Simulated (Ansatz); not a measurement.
# C5H6 (cyclopentadiene) at HSE06/6-31G(d) (spherical functions)

Aim: the electronic atomisation energy of C5H6 (cyclopentadiene) at HSE06/6-31G* (spherical functions), from 3 runs. 

The calculation is run with Ansatz 0.2.0.

35 further runs of the same task are left out: 35 set aside as unsound or not needed.

## Step 1: Starting point

C5H6: 11 atoms, total charge 0, spin state singlet. As SMILES, `C1=CCC=C1`. Geometry: relaxed at PBE0-D4/def2-TZVP.

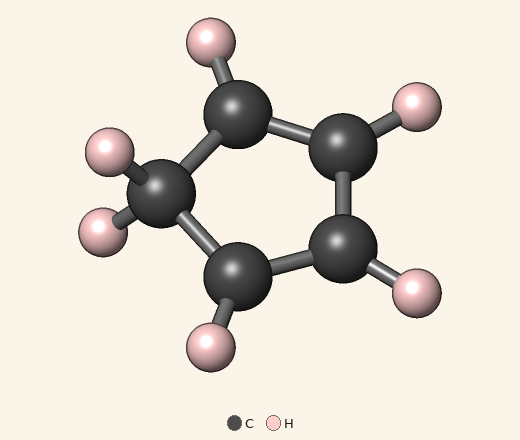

The structure, seen from a chosen angle (carbon dark grey, hydrogen pink).

## Step 2: A single-point energy at HSE06/6-31G(d) (spherical functions)

molecule.yaml reads:

```yaml
crystal:
  periodic: [false, false, false]
  atoms:
    - {symbol: C, position_ang: [-1.190900, 0.435600, -0.253200]}
    - {symbol: C, position_ang: [-0.728000, 0.015400, 0.934400]}
    - {symbol: C, position_ang: [0.696000, -0.404800, 0.781800]}
    - {symbol: C, position_ang: [0.975900, -0.162000, -0.664000]}
    - {symbol: C, position_ang: [-0.129400, 0.325400, -1.248800]}
    - {symbol: H, position_ang: [-2.189500, 0.800700, -0.455900]}
    - {symbol: H, position_ang: [-1.275300, -0.023600, 1.866100]}
    - {symbol: H, position_ang: [0.845500, -1.456900, 1.058000]}
    - {symbol: H, position_ang: [1.366100, 0.173100, 1.432000]}
    - {symbol: H, position_ang: [1.927600, -0.357200, -1.138600]}
    - {symbol: H, position_ang: [-0.232600, 0.597500, -2.291400]}
basis:
  gaussian: {orbitals: 6-31G_st_-spherical.json}
hamiltonian: {xc: {name: HSE06}}
accuracy: high
output: {orbitals: {seedname: orbitals}}
```

The basis set 6-31G* is read from a file made from the Basis Set Exchange's data (not shown).

Run with:

```sh
$ ansatz run molecule.yaml --threads 1 --pin off --max-ram 3480MiB --events-out events.jsonl --progress --plain --runs-dir runs
```

Output:

```text
Warning: RAYON_NUM_THREADS=1 ignored (pool sized by the plan → 1); use --threads N
Functional definition: HSE06
  name "HSE06"
  parameter a = 0.25
  parameter omega = 0.11/bohr
  exchange = pbe_x - a*pbe_x_sr(omega) + a*exact_x_sr(omega)
  correlation = pbe_c
2078 factors; integrals over basis functions are off by at most 3.1e-9 eV
104 factors; integrals over basis functions are off by at most 1.0e-9 eV
mean field evaluation 1: about -5268.7001 eV, gradient 4.7e1 eV
mean field evaluation 2: about -5266.7616 eV, gradient 5.6e1 eV
mean field evaluation 4: about -5274.5820 eV, gradient 2.4e0 eV
mean field evaluation 8: about -5274.8887 eV, gradient 1.6e-1 eV
mean field evaluation 16: about -5274.8888 eV, gradient 2.5e-5 eV
mean field -5274.88884192 eV, -193.8485894924 hartree, gradient 5.9e-8 eV, S^2 0.000000; 0 other end points of the search recorded, 0 dependent functions left out
reference -5274.88884422 eV, -193.8485895770 hartree; 18, 18 occupied and 64, 64 virtual orbitals, 2078 factors
Total energy: -5274.88884422 eV, -193.8485895770 hartree
```

Wall time 4.2 s (1 thread of Intel Xeon 6975P-C (Granite Rapids), shared host); peak memory 0.3 GiB.

## Step 3: The C atom at the same level

run.yaml reads:

```yaml
basis:
  gaussian:
    orbitals: 6-31G_st_-spherical.json
crystal:
  periodic: [false, false, false]
  atoms:
    - {symbol: C, position_ang: [0.000000, 0.000000, 0.000000]}
accuracy: high
hamiltonian:
  xc: hse06
magnetization:
  spin_polarized: true
  initial_magnetization: 2
```

The basis set 6-31G* is read from a file made from the Basis Set Exchange's data (not shown).

Run the same way, it converges to -37.79014 Eh (log not shown).

## Step 4: The H atom, same level

run.yaml reads:

```yaml
crystal:
  periodic: [false, false, false]
  atoms:
    - {symbol: H, position_ang: [0.000000, 0.000000, 0.000000]}
basis:
  gaussian:
    orbitals: "6-31G*"
magnetization:
  spin_polarized: true
  initial_magnetization: 1
hamiltonian:
  xc: hse06
accuracy: high
```

Run the same way, it converges to -0.49883 Eh (log not shown).

## Step 5: Results

At HSE06/6-31G* (spherical functions):

| quantity | value |
| --- | --- |
| molecule: total energy | -193.84859 Eh |
| molecule: HOMO energy | -5.64 eV |
| molecule: LUMO energy | -0.46 eV |
| molecule: HOMO–LUMO gap | 5.18 eV |
| C atom: total energy | -37.79014 Eh |
| C atom: ⟨S²⟩ | 2.002 |
| H atom: total energy | -0.49883 Eh |
| H atom: ⟨S²⟩ | 0.750 |
| electronic atomisation energy | 51.836 eV |

Taking the molecule apart into free atoms costs 51.84 eV (1195 kcal/mol), before zero-point energy and without spin-orbit coupling.
